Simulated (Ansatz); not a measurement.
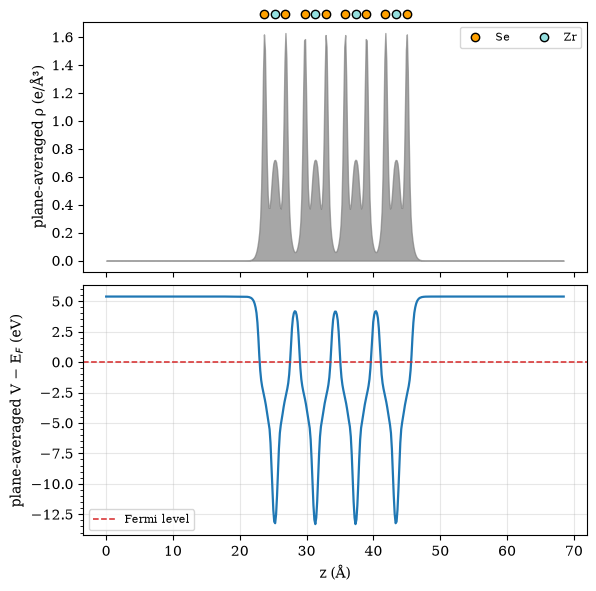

*ZrSe2 (slab). Plane average of the electrostatic potential (local pseudopotential plus Hartree) felt by an electron and of the valence pseudo-density across the slab. Circles mark the heights of the atoms.*

All numbers below come from DFT PBE+D3(BJ), scalar-relativistic, plane waves, PAW in Ansatz 0.2.0.

The density is the valence pseudo-density of a PAW calculation; it isn't the true density close to the nuclei.

### How far above the Fermi level of the calculation is the vacuum level?

5.4 eV.

### What are the slab's thickness and the vacuum gap?

The outermost nuclei are 21.3 Å apart, in 12 atomic planes; the vacuum between periodic images is 47.3 Å wide.
